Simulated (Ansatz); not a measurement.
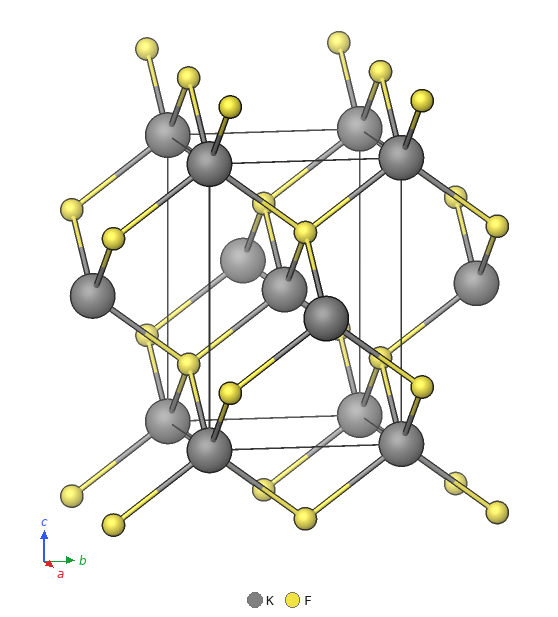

View slightly off an axis, drawn as a ball-and-stick model. The parallelepiped is the conventional unit cell. The bonded neighbours beyond the faces are included.

KF, space group I-4m2 (No. 119), a = 4.151 Å, b = 4.151 Å, c = 6.123 Å, α = 90.00°, β = 90.00°, γ = 90.00°. The cell started as a structure type filled with these elements by a generator (whether the compound takes this form wasn't checked). The cell was then strained or its atoms displaced on purpose. An electronic-structure calculation with Ansatz was run on it.

This one geometry was computed with Ansatz (DFT, plane waves, PAW) at three levels of theory: PBE, HSE06 and r2SCAN. It was relaxed with r2SCAN and then strained.

**How does the band gap change with the level of theory?**

PBE: a gap of 5.05 eV, indirect; r2SCAN: a gap of 5.64 eV, indirect; HSE06: a gap of 6.91 eV, indirect.

**Collect the results in a table.**

| level | cutoff (eV) | k-mesh of the run's cell | gap (eV) | pressure (GPa) |
| --- | --- | --- | --- | --- |
| PBE | 420 | 8×8×8 | 5.05 | 0.0 |
| HSE06 | 420 | 6×6×6 | 6.91 | -0.5 |
| r2SCAN | 500 | 8×8×8 | 5.64 | -0.9 |

Gaps are taken on the k-mesh or band path of each run.
